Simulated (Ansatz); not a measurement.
This input was run:

```
crystal:
  lattice:
    - [5.2931304608, 0.0, 0.0]
    - [0.0, 5.6802178802, 0.0]
    - [0.0, 0.0, 28.4770942347]
  atoms:
    - { symbol: Al, position: [0.3754402169, 0.8038141738, 0.5576128114] }
    - { symbol: Al, position: [0.8739542726, 0.7021764185, 0.5836332018] }
    - { symbol: Al, position: [0.3727818851, 0.3283834867, 0.583625163] }
    - { symbol: Al, position: [0.874371167, 0.2271063329, 0.5576728438] }
    - { symbol: Al, position: [0.1723083528, 0.5856926528, 0.6575376811] }
    - { symbol: Al, position: [0.5948151359, 0.9591919307, 0.6441977333] }
    - { symbol: Al, position: [0.0948088325, 0.0692696946, 0.6440555977] }
    - { symbol: Al, position: [0.6725077753, 0.4426592711, 0.6573855425] }
    - { symbol: Al, position: [0.8519300616, 0.6436666525, 0.7388393] }
    - { symbol: Al, position: [0.335286901, 0.8936636356, 0.7307999212] }
    - { symbol: Al, position: [0.8357070118, 0.1333824277, 0.7307337203] }
    - { symbol: Al, position: [0.3531231231, 0.3834574015, 0.7387957891] }
basis:
  ecutwfc: 420
kpoints:
  mp_grid: { grid: [7, 6, 1] }
hamiltonian:
  xc: pbe
scf:
  occupations: { method: gaussian, width: 0.1 }
output:
  forces: true
  stress: true
  eigenvalues: true
  write_density: true
  write_potential: true
  elf: true
  volumetric_format: npy
efield:
  axis: 3
  dipole_correction: true
  ramp_width: 0.04
```

Run as:
```bash
ansatz run input.yaml --threads 4 --pin off --max-ram 10240MiB --backend cpu --events-out ev --progress --plain --runs-dir out
```

What does the potential across the slab give for the work function?

The work function is 4.03 eV, the same on both faces. The two vacuum levels agree, so the slab has no net dipole along its normal. The outermost atoms are 5.2 Å apart, which leaves 23.3 Å of vacuum in a cell 28.5 Å high.

The atoms aren't at rest in this cell (largest force 0.6 eV/Å), so the relaxed material can differ.

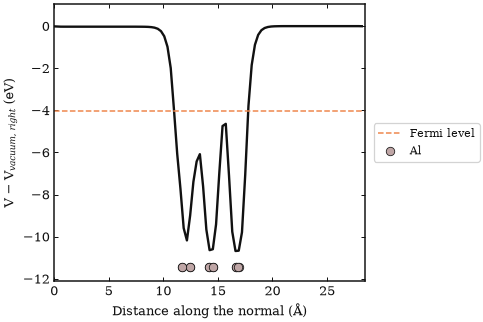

Plane-averaged electrostatic potential energy of an electron across the slab; circles at the bottom mark the heights of the atoms.
